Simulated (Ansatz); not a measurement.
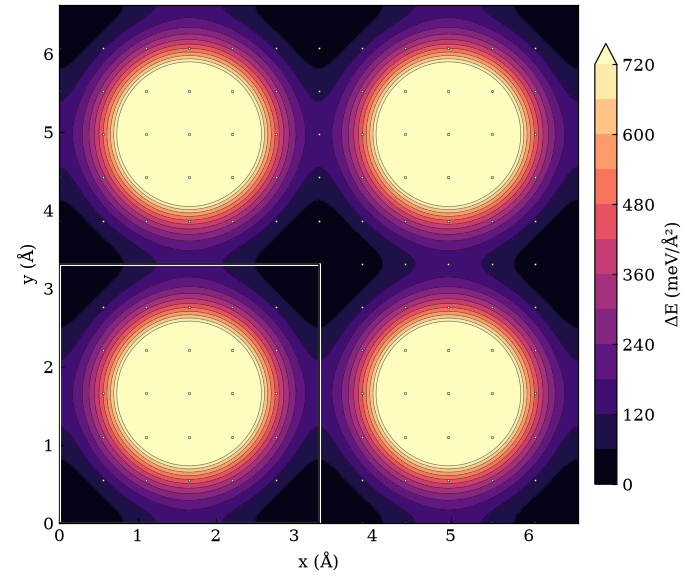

Energy landscape of Au (Im-3m, No. 229; 6 atoms in the cell). The crystal above one (0 0 1) plane is slid rigidly over the crystal below it (one fault a cell, nothing relaxed). Places are given modulo a cell vector. The map is drawn in real space over the plane of the slide. Grid: 6 × 6 points; 10 points were computed and 26 follow by symmetry. Energies: meV/Å², counted from the lowest grid point. The reference cell is the one listed in the database, not relaxed at this level. Theory: DFT PBEsol, scalar-relativistic, plane waves, PAW in Ansatz 0.2.0. Settings: cutoff 420 eV, k-mesh 14×14×5 in the order of the run's cell vectors, gaussian smearing 0.15 eV, no spin polarisation.

Drawn: filled contours, dots at the grid points, the outline of one cell of the 2 × 2 shown, one colour for all values above the top of the scale. Between grid points the surface is interpolated. 

Describe this landscape.

The lowest grid point is at (0/6, 0/6) of the cell vectors. It is the only kind of minimum in the scanned range. The highest grid point, (3/6, 3/6) of the cell vectors, lies 2032 meV/Å² above the lowest. On the interpolated surface the easiest way out of the lowest well to its copy in the next cell or period passes a barrier of about 150 meV/Å².
